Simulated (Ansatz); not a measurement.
Run report: AlNi, geometry relaxation (part 2 of 2)

AlNi (P6₃/mmc, 4 atoms in the cell); DFT, PBE, PAW with Ansatz's default frozen-core files, scalar-relativistic, no spin polarisation (Ansatz 0.2.0); cutoff 420 eV, 11×11×7 k-mesh, Fermi–Dirac smearing of 0.1 eV. Its volume is 0.55 times that of the source entry. It belongs to a series of runs on one base structure; here: shape and atoms relaxed at 0.55 of the volume.

Geometry of the input (Å; fractional positions):
```
2.9626  0.0000  0.0000
-1.4813  2.5657  0.0000
0.0000  0.0000  4.1170
Ni 0.0000  0.0000  0.0000
Ni 0.0000  0.0000  0.5000
Al 0.3333  0.6667  0.2500
Al 0.6667  0.3333  0.7500
```

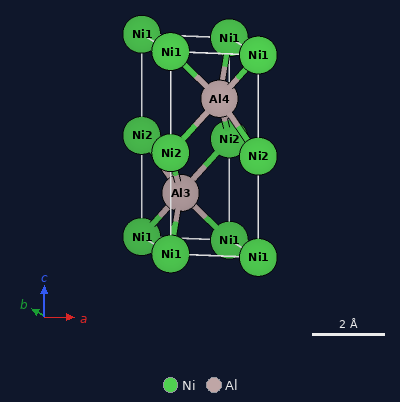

Figure 1. The geometry at step 10 of the log (ball-and-stick view of the cell of the calculation, seen slightly off an axis; atoms are numbered from 1 in the order of the input).

Output, continued
```
relax step  19: F+E_penalty+E_count = -12748.80146681 eV  Δ(F+E_penalty+E_count) = -1.380e-3 eV  max|allowed force component| = 1.995e-17 eV/Å  Δτ_max = 0.0000 Å  P = +191.822 GPa  Ω = 31.294 Å³  energy of the carried Pulay correction = -2.546e-5 eV  fix = [volume]  reactions: volume +191.822 GPa  (6 SCF iters, dr2 threshold 4.00e-7 eV, accepted)
iter 1 solved again at ethr=3.06e-7 eV; its pass at ethr=3.10e-3 eV (dr2=1.28e-4 eV) is discarded
SCF iter   1: F=—  HF=-12748.801645 eV  |F-HF|=—  |Δ(HF+E_count)|=         —  Δρ=2.43e-5  dr2=1.14e-8  ethr=3.06e-7  ⟨swp⟩=3.0  Hψ=12684  notcnv=0
eigensolver tolerance schedule: the retry pair's looser diagonalisation over-reported the residual by 11206.83 of it (diagonalisation noise at an unbounded share of the residual, at the tolerance the schedule requests for it); recorded, not acted on — ethr = c·dr2/N_el stays at c = 1.0e-1
preconditioner: auto → none  [metal: Δε(μ)=0.041 eV  Ē_g=10.046 eV  σ=0.100 eV  W_gap=0.10  n_scr=6 (ndim 8)  ℏωp=33.8 eV  f_vac=0.000  D(μ)=1.20/eV (n_scr^D=4)]
SCF iter   2: F=—  HF=-12748.801483 eV  |F-HF|=—  |Δ(HF+E_count)|=   1.62e-4  Δρ=1.20e-5  dr2=2.02e-9  ethr=7.04e-12  ⟨swp⟩=9.2  Hψ=14799  notcnv=0
iter 3 did not close the SCF: its close was put off for the readings that it lacked (scf_convergence_deferred on its scf_iter line)
SCF iter   3: F=-12748.801483 eV  HF=-12748.801483 eV  |F-HF|=6.58e-9  |Δ(HF+E_count)|=   3.68e-8  Δρ=4.91e-6  dr2=5.38e-10  ethr=4.80e-12  ⟨swp⟩=2.0  Hψ=2423  notcnv=0
iter 4 did not close the SCF: its close was put off for the readings that it lacked (scf_convergence_deferred on its scf_iter line)
SCF iter   4: F=-12748.801483 eV  HF=-12748.801483 eV  |F-HF|=2.91e-11  |Δ(HF+E_count)|=   6.62e-9  Δρ=6.95e-7  dr2=3.73e-11  ethr=1.28e-12  ⟨swp⟩=2.2  Hψ=2493  notcnv=0
iter 5 did not close the SCF: its close was put off for the readings that it lacked (scf_convergence_deferred on its scf_iter line)
SCF iter   5: F=-12748.801483 eV  HF=-12748.801483 eV  |F-HF|=7.28e-12  |Δ(HF+E_count)|=  7.28e-11  Δρ=1.22e-7  dr2=2.01e-12  ethr=1.00e-12  ⟨swp⟩=1.0  Hψ=1664  notcnv=0
iter 6 did not close the SCF: its close was put off for the readings that it lacked (scf_convergence_deferred on its scf_iter line)
SCF iter   6: F=-12748.801483 eV  HF=-12748.801483 eV  |F-HF|=1.82e-12  |Δ(HF+E_count)|=  1.82e-12  Δρ=3.09e-8  dr2=1.42e-13  ethr=1.00e-12  ⟨swp⟩=1.0  Hψ=1664  notcnv=0
SCF iter   7: F=-12748.801483 eV  HF=-12748.801483 eV  |F-HF|=3.64e-12  |Δ(HF+E_count)|=    0.00e0  Δρ=1.38e-8  dr2=2.94e-14  ethr=1.00e-12  ⟨swp⟩=3.6  Hψ=6312  notcnv=0
SCF 20 converged in 7 iterations: F = -12748.801483 eV  dr2 = 2.94e-14
relax step  20: F+E_penalty+E_count = -12748.80148277 eV  Δ(F+E_penalty+E_count) = -1.596e-5 eV  max|allowed force component| = 1.908e-17 eV/Å  Δτ_max = 0.0000 Å  P = +191.824 GPa  Ω = 31.294 Å³  fix = [volume]  reactions: volume +191.824 GPa  stress off target by 1.29e-1 GPa on what of the cell is left free  SCF on the basis re-selected at this cell (its energy is not comparable with the rows above)  (7 SCF iters)
basis re-selected at this cell: Δ(F+E_penalty+E_count) = -1.596e-5 eV, ΔP = +0.003 GPa vs the last step (what re-selecting the basis moved, of the pressure what is left beyond the Pulay correction that the steps carried, after the strain that the cell walked since its last selection, with what the two solves' SCF thresholds leave and, on support functions, any second-order correction that the steps lacked; it is no measure of the basis error at this ecutwfc). This SCF's stress stands 1.29e-1 GPa from its target on what of the cell is left free (relax.cell.stress_tol is 4.30e-1 GPa) and its largest allowed force component is 1.91e-17 eV/Å (relax.f_tol is 5.00e-3 eV/Å): within both
SCF converged after 7 iterations
Free energy (F): -12748.801483 eV
Harris-Foulkes:  -12748.801483 eV  (|F-HF|=3.64e-12)
Internal energy: -12748.760855 eV  (E = F + TS)
E sigma→0 (E₀):  -12748.781169 eV
Entropy (-TS):   -0.040628 eV (-10.157 meV/atom)
Fermi energy:    22.808060 eV
--- Per-component energies (eV) ---
  E_band       = -358.101042
  E_kinetic    = 663.900227
  E_local      = -8159.915640  (includes V_loc(G=0)·N_el)
  E_nonlocal   = 1300.810759
  E_hartree    = 3601.094889
  E_xc         = -269.152216
  E_vxc        = -302.911486  (∫ρ·V_xc dr)
  E_paw        = -4199.187291  (= ΣΔE_a)
  E_vpaw       = -1062.175505  (= ΣTr[D̂ρ^β])
  E_aug_tail   = 0.000810  (compensation charges beyond the density's cutoff)
  E_ewald      = -5686.312393
  E_smearing   = -0.040628  (= −TS)
  E_closure    = 0.000000  (closes the sum)
  Σ components = -12748.801483   (vs F -12748.801483, Δ=0.00e0)
--- Forces (eV/Å), atoms counted from 1 ---
  atom   1  Ni    -0.00000000     0.00000000     0.00000000
  atom   2  Ni     0.00000000     0.00000000     0.00000000
  atom   3  Al    -0.00000000    -0.00000000     0.00000000
  atom   4  Al     0.00000000     0.00000000    -0.00000000
  max |Σ_I F_I| component: 2.31e-18 eV/Å
--- Stress (GPa, compression-positive) ---
      191.759922      -0.000000      -0.000000
       -0.000000     191.759922      -0.000000
       -0.000000      -0.000000     191.953438
  P = ⅓ Tr σ = 191.8244 GPa (1918.244 kbar)
--- Band table (eV; the first three rows and the last of 64) ---
  k-point 0: bands = ["-81.5516", "-81.5514", "-42.2929", "-42.2854", "-41.6461", "-41.6461", "-41.6460", "-41.6460", "8.1265", "10.6853", "12.3728", "16.1812", "18.3469", "19.4933", "19.4933", "19.5032", "19.5032", "19.8895", "20.4758", "20.4758", "20.5946", "20.5946", "26.6460", "33.2930", "38.9818", "38.9818"]
  k-point 1: bands = ["-81.5516", "-81.5514", "-42.2925", "-42.2858", "-41.6461", "-41.6461", "-41.6460", "-41.6460", "8.1965", "10.3561", "12.7754", "16.0818", "18.3661", "19.4939", "19.4939", "19.5028", "19.5028", "19.6904", "20.4815", "20.4815", "20.5886", "20.5886", "27.0070", "32.8908", "39.0433", "39.0433"]
  k-point 2: bands = ["-81.5516", "-81.5514", "-42.2915", "-42.2868", "-41.6461", "-41.6461", "-41.6460", "-41.6460", "8.4049", "9.7691", "13.5692", "15.7616", "18.4332", "19.2554", "19.4954", "19.4954", "19.5016", "19.5016", "20.4976", "20.4976", "20.5717", "20.5717", "27.9433", "31.8760", "39.2196", "39.2196"]
  k-point 63: bands = ["-81.4857", "-81.4856", "-42.2284", "-42.2282", "-41.9497", "-41.9495", "-41.8748", "-41.8748", "16.4264", "16.6008", "16.9892", "17.2492", "17.7039", "17.9524", "18.1877", "18.2823", "18.2850", "18.4273", "22.4485", "23.0070", "23.2368", "23.6089", "26.1011", "26.4216", "28.7444", "29.0283"]
--- Relaxed structure (17 steps of the walk, 17 accepted, 3 SCFs on fresh bases) ---
  F+E_penalty+E_count = -12748.80148277 eV   max|allowed force component| = 1.908e-17 eV/Å   (the final SCF, on the basis selected at the relaxed cell)
  cell:  # Å, volume = 31.2943 Å³
    - [2.312316637288827, 2.2530882712184737e-11, 0.0]
    - [-1.156158318663926, 2.002524949474267, 0.0]
    - [0.0, 0.0, 6.758330695956145]
  atoms:
    - { symbol: Ni, position: [-1.4745708595646525e-35, 1.7490486152969038e-34, -4.847416722501744e-50] }
    - { symbol: Ni, position: [-1.5059257295836532e-35, 1.8096471144018872e-34, 0.49999999999999994] }
    - { symbol: Al, position: [0.3333333333333333, 0.6666666666666666, 0.24999999999999997] }
    - { symbol: Al, position: [0.6666666666666665, 0.33333333333333326, 0.7499999999999999] }
```

File rho_z.tsv
```
# z_ang	rho[e/angstrom^3]
# format = ansatz-planar-average/11
# lattice	2.312316637	0.000000000	0.000000000
# lattice	-1.156158319	2.002524949	0.000000000
# lattice	0.000000000	0.000000000	6.758330696
# sites	4
# site	28	-0.000000000	0.000000000	-0.000000000
# site	28	-0.000000000	0.000000000	3.379165348
# site	13	-0.000000000	1.335016633	1.689582674
# site	13	1.156158319	0.667508317	5.068748022
0.000000	5.335930e0
0.140799	4.598257e0
0.281597	3.044854e0
0.422396	1.722224e0
0.563194	9.794148e-1
0.703993	6.440540e-1
0.844791	5.048346e-1
0.985590	4.381222e-1
1.126388	3.890159e-1
1.267187	3.489126e-1
1.407986	3.190585e-1
1.548784	3.010244e-1
1.689583	2.949049e-1
1.830381	3.010244e-1
1.971180	3.190585e-1
2.111978	3.489126e-1
2.252777	3.890159e-1
2.393575	4.381222e-1
2.534374	5.048346e-1
2.675173	6.440540e-1
2.815971	9.794148e-1
2.956770	1.722224e0
3.097568	3.044854e0
3.238367	4.598257e0
3.379165	5.335930e0
3.519964	4.598257e0
3.660762	3.044854e0
3.801561	1.722224e0
3.942360	9.794148e-1
4.083158	6.440540e-1
4.223957	5.048346e-1
4.364755	4.381222e-1
4.505554	3.890159e-1
4.646352	3.489126e-1
4.787151	3.190585e-1
4.927949	3.010244e-1
5.068748	2.949049e-1
5.209547	3.010244e-1
5.350345	3.190585e-1
5.491144	3.489126e-1
5.631942	3.890159e-1
5.772741	4.381222e-1
5.913539	5.048346e-1
6.054338	6.440540e-1
6.195136	9.794148e-1
6.335935	1.722224e0
6.476734	3.044854e0
6.617532	4.598257e0
```

Trajectory as extended XYZ (Å, eV, eV/Å), 20 frames, from step=1 to step=20
```
4
Lattice="2.9626 0.0000 0.0000 -1.4813 2.5657 0.0000 0.0000 0.0000 4.1170" Properties=species:S:1:pos:R:3:forces:R:3 step=1 energy=-12743.57385 pressure_GPa=255.26
Ni    0.0000    0.0000    0.0000    0.0000   0.0000   0.0000
Ni    0.0000    0.0000    2.0585    0.0000   0.0000   0.0000
Al    0.0000    1.7105    1.0292    0.0000   0.0000   0.0000
Al    1.4813    0.8552    3.0877    0.0000   0.0000   0.0000
4
Lattice="2.9070 0.0000 0.0000 -1.4535 2.5175 0.0000 0.0000 0.0000 4.2762" Properties=species:S:1:pos:R:3:forces:R:3 step=2 energy=-12743.92419 pressure_GPa=249.28
Ni    0.0000    0.0000    0.0000    0.0000   0.0000   0.0000
Ni    0.0000    0.0000    2.1381    0.0000   0.0000   0.0000
Al    0.0000    1.6783    1.0690    0.0000   0.0000   0.0000
Al    1.4535    0.8392    3.2071    0.0000   0.0000   0.0000
4
Lattice="2.8391 0.0000 0.0000 -1.4196 2.4588 0.0000 0.0000 0.0000 4.4830" Properties=species:S:1:pos:R:3:forces:R:3 step=3 energy=-12744.20027 pressure_GPa=242.77
Ni    0.0000    0.0000    0.0000    0.0000   0.0000   0.0000
Ni    0.0000    0.0000    2.2415    0.0000   0.0000   0.0000
Al    0.0000    1.6392    1.1207    0.0000   0.0000   0.0000
Al    1.4196    0.8196    3.3622    0.0000   0.0000   0.0000
4
Lattice="2.7745 0.0000 0.0000 -1.3873 2.4028 0.0000 0.0000 0.0000 4.6942" Properties=species:S:1:pos:R:3:forces:R:3 step=4 energy=-12744.41197 pressure_GPa=237.05
Ni    0.0000    0.0000    0.0000    0.0000   0.0000   0.0000
Ni    0.0000    0.0000    2.3471    0.0000   0.0000   0.0000
Al    0.0000    1.6019    1.1736    0.0000   0.0000   0.0000
Al    1.3873    0.8009    3.5207    0.0000   0.0000   0.0000
4
Lattice="2.7129 0.0000 0.0000 -1.3565 2.3495 0.0000 0.0000 0.0000 4.9097" Properties=species:S:1:pos:R:3:forces:R:3 step=5 energy=-12744.70562 pressure_GPa=229.94
Ni    0.0000    0.0000    0.0000    0.0000   0.0000   0.0000
Ni    0.0000    0.0000    2.4549    0.0000   0.0000   0.0000
Al    0.0000    1.5663    1.2274    0.0000   0.0000   0.0000
Al    1.3565    0.7832    3.6823    0.0000   0.0000   0.0000
4
Lattice="2.6543 0.0000 0.0000 -1.3271 2.2986 0.0000 0.0000 0.0000 5.1292" Properties=species:S:1:pos:R:3:forces:R:3 step=6 energy=-12745.03110 pressure_GPa=221.43
Ni    0.0000    0.0000    0.0000    0.0000   0.0000   0.0000
Ni    0.0000    0.0000    2.5646    0.0000   0.0000   0.0000
Al    0.0000    1.5324    1.2823    0.0000   0.0000   0.0000
Al    1.3271    0.7662    3.8469    0.0000   0.0000   0.0000
4
Lattice="2.5983 0.0000 0.0000 -1.2991 2.2502 0.0000 0.0000 0.0000 5.3525" Properties=species:S:1:pos:R:3:forces:R:3 step=7 energy=-12745.38243 pressure_GPa=209.80
Ni    0.0000    0.0000    0.0000    0.0000   0.0000   0.0000
Ni    0.0000    0.0000    2.6763    0.0000   0.0000   0.0000
Al    0.0000    1.5001    1.3381    0.0000   0.0000   0.0000
Al    1.2991    0.7501    4.0144    0.0000   0.0000   0.0000
4
Lattice="2.5449 0.0000 0.0000 -1.2725 2.2040 0.0000 0.0000 0.0000 5.5794" Properties=species:S:1:pos:R:3:forces:R:3 step=8 energy=-12745.65927 pressure_GPa=194.91
Ni    0.0000    0.0000    0.0000    0.0000   0.0000   0.0000
Ni    0.0000    0.0000    2.7897    0.0000   0.0000   0.0000
Al    0.0000    1.4693    1.3948    0.0000   0.0000   0.0000
Al    1.2725    0.7347    4.1845    0.0000   0.0000   0.0000
4
Lattice="2.4940 0.0000 0.0000 -1.2470 2.1598 0.0000 0.0000 0.0000 5.8096" Properties=species:S:1:pos:R:3:forces:R:3 step=9 energy=-12745.75709 pressure_GPa=175.82
Ni    0.0000    0.0000    0.0000    0.0000   0.0000   0.0000
Ni    0.0000    0.0000    2.9048    0.0000   0.0000   0.0000
Al    0.0000    1.4399    1.4524    0.0000   0.0000   0.0000
Al    1.2470    0.7199    4.3572    0.0000   0.0000   0.0000
4
Lattice="2.4996 0.0000 0.0000 -1.2498 2.1647 0.0000 0.0000 0.0000 5.7835" Properties=species:S:1:pos:R:3:forces:R:3 step=10 energy=-12745.75835 pressure_GPa=178.20
Ni    0.0000    0.0000    0.0000    0.0000   0.0000   0.0000
Ni    0.0000    0.0000    2.8917    0.0000   0.0000   0.0000
Al    0.0000    1.4432    1.4459    0.0000   0.0000   0.0000
Al    1.2498    0.7216    4.3376    0.0000   0.0000   0.0000
4
Lattice="2.4986 0.0000 0.0000 -1.2493 2.1639 0.0000 0.0000 0.0000 5.7880" Properties=species:S:1:pos:R:3:forces:R:3 step=11 energy=-12745.75839 pressure_GPa=177.79
Ni    0.0000    0.0000    0.0000    0.0000   0.0000   0.0000
Ni    0.0000    0.0000    2.8940    0.0000   0.0000   0.0000
Al    0.0000    1.4426    1.4470    0.0000   0.0000   0.0000
Al    1.2493    0.7213    4.3410    0.0000   0.0000   0.0000
4
Lattice="2.4986 0.0000 0.0000 -1.2493 2.1639 0.0000 0.0000 0.0000 5.7880" Properties=species:S:1:pos:R:3:forces:R:3 step=12 energy=-12747.00046 pressure_GPa=210.04
Ni    0.0000    0.0000    0.0000    0.0000   0.0000   0.0000
Ni    0.0000    0.0000    2.8940    0.0000   0.0000   0.0000
Al    0.0000    1.4426    1.4470    0.0000   0.0000   0.0000
Al    1.2493    0.7213    4.3410    0.0000   0.0000   0.0000
4
Lattice="2.4486 0.0000 0.0000 -1.2243 2.1205 0.0000 0.0000 0.0000 6.0272" Properties=species:S:1:pos:R:3:forces:R:3 step=13 energy=-12747.68801 pressure_GPa=203.70
Ni    0.0000    0.0000    0.0000    0.0000   0.0000   0.0000
Ni    0.0000    0.0000    3.0136    0.0000   0.0000   0.0000
Al    0.0000    1.4137    1.5068    0.0000   0.0000   0.0000
Al    1.2243    0.7068    4.5204    0.0000   0.0000   0.0000
4
Lattice="2.4019 0.0000 0.0000 -1.2010 2.0801 0.0000 0.0000 0.0000 6.2634" Properties=species:S:1:pos:R:3:forces:R:3 step=14 energy=-12748.26776 pressure_GPa=198.12
Ni    0.0000    0.0000    0.0000    0.0000   0.0000   0.0000
Ni    0.0000    0.0000    3.1317    0.0000   0.0000   0.0000
Al    0.0000    1.3868    1.5659    0.0000   0.0000   0.0000
Al    1.2010    0.6934    4.6976    0.0000   0.0000   0.0000
4
Lattice="2.3574 0.0000 0.0000 -1.1787 2.0415 0.0000 0.0000 0.0000 6.5025" Properties=species:S:1:pos:R:3:forces:R:3 step=15 energy=-12748.64378 pressure_GPa=193.50
Ni    0.0000    0.0000    0.0000    0.0000   0.0000   0.0000
Ni    0.0000    0.0000    3.2513    0.0000   0.0000   0.0000
Al    0.0000    1.3610    1.6256    0.0000   0.0000   0.0000
Al    1.1787    0.6805    4.8769    0.0000   0.0000   0.0000
4
Lattice="2.3292 0.0000 0.0000 -1.1646 2.0172 0.0000 0.0000 0.0000 6.6605" Properties=species:S:1:pos:R:3:forces:R:3 step=16 energy=-12748.75336 pressure_GPa=191.13
Ni    0.0000    0.0000    0.0000    0.0000   0.0000   0.0000
Ni    0.0000    0.0000    3.3303    0.0000   0.0000   0.0000
Al    0.0000    1.3448    1.6651    0.0000   0.0000   0.0000
Al    1.1646    0.6724    4.9954    0.0000   0.0000   0.0000
4
Lattice="2.3164 0.0000 0.0000 -1.1582 2.0061 0.0000 0.0000 0.0000 6.7344" Properties=species:S:1:pos:R:3:forces:R:3 step=17 energy=-12748.76510 pressure_GPa=190.20
Ni    0.0000    0.0000    0.0000    0.0000   0.0000   0.0000
Ni    0.0000    0.0000    3.3672    0.0000   0.0000   0.0000
Al    0.0000    1.3374    1.6836    0.0000   0.0000   0.0000
Al    1.1582    0.6687    5.0508    0.0000   0.0000   0.0000
4
Lattice="2.3164 0.0000 0.0000 -1.1582 2.0061 0.0000 0.0000 0.0000 6.7344" Properties=species:S:1:pos:R:3:forces:R:3 step=18 energy=-12748.80009 pressure_GPa=191.97
Ni    0.0000    0.0000    0.0000    0.0000   0.0000   0.0000
Ni    0.0000    0.0000    3.3672    0.0000   0.0000   0.0000
Al    0.0000    1.3374    1.6836    0.0000   0.0000   0.0000
Al    1.1582    0.6687    5.0508    0.0000   0.0000   0.0000
4
Lattice="2.3123 0.0000 0.0000 -1.1562 2.0025 0.0000 0.0000 0.0000 6.7583" Properties=species:S:1:pos:R:3:forces:R:3 step=19 energy=-12748.80147 pressure_GPa=191.82
Ni    0.0000    0.0000    0.0000    0.0000   0.0000   0.0000
Ni    0.0000    0.0000    3.3792    0.0000   0.0000   0.0000
Al    0.0000    1.3350    1.6896    0.0000   0.0000   0.0000
Al    1.1562    0.6675    5.0687    0.0000   0.0000   0.0000
4
Lattice="2.3123 0.0000 0.0000 -1.1562 2.0025 0.0000 0.0000 0.0000 6.7583" Properties=species:S:1:pos:R:3:forces:R:3 step=20 energy=-12748.80148 pressure_GPa=191.82
Ni    0.0000    0.0000    0.0000    0.0000   0.0000   0.0000
Ni    0.0000    0.0000    3.3792    0.0000   0.0000   0.0000
Al    0.0000    1.3350    1.6896    0.0000   0.0000   0.0000
Al    1.1562    0.6675    5.0687    0.0000   0.0000   0.0000
```

Results in brief

- outcome: converged
- space group (tolerance 0.01 Å): P6₃/mmc (194)
- electrons treated: 42
- free energy: −12748.8015 eV
- Fermi energy: 22.808 eV
- pressure: 191.82 GPa
- final volume: 31.29 Å³
- largest force (length of the vector) at the end: under 0.001 eV/Å
- final cell: a = 2.312 Å, b = 2.312 Å, c = 6.758 Å, α = 90.00°, β = 90.00°, γ = 120.00°
- hardware: 1 thread of AMD EPYC (Zen 3), 64 GiB of memory available, shared host
- wall time: 80 s
- peak memory: 0.39 GiB

Notes

The run has no spin polarisation, so a magnetic state may lie lower. The cell is under a pressure of 192 GPa at this level, so it is not at its equilibrium volume.
